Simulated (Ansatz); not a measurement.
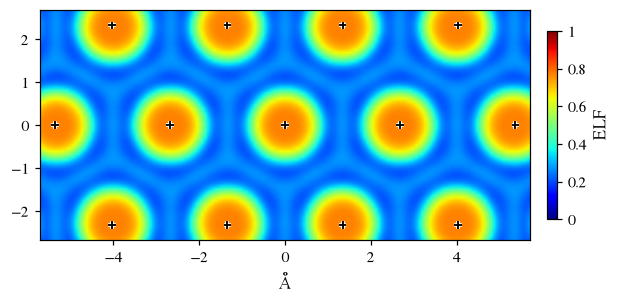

The ELF on a plane through atoms (crosses mark nuclei in the plane).

Level of theory: Kohn-Sham DFT of a periodic cell, r2SCAN, Ansatz PAW (Ansatz).

Candidates:
A. Cu, a = 2.44 Å, b = 7.95 Å, c = 2.48 Å, α = 90.00°, β = 90.00°, γ = 90.00°. Space group Cmcm; a structure from a database of computed crystals, not necessarily the ambient phase.
B. Ti, a = 4.11 Å, b = 4.11 Å, c = 4.11 Å, α = 90.00°, β = 90.00°, γ = 90.00°. Space group Fm-3m.
C. Rh, a = 3.80 Å, b = 3.80 Å, c = 3.80 Å, α = 90.00°, β = 90.00°, γ = 90.00°. Space group Fm-3m.

**Which candidate gave the map?**

Candidate C: Rh on the (111) plane of the conventional cell, which holds Rh. Rh–Rh (2.68 Å): the ELF is about 0.25 at the midpoint; no localised pair shows between them.
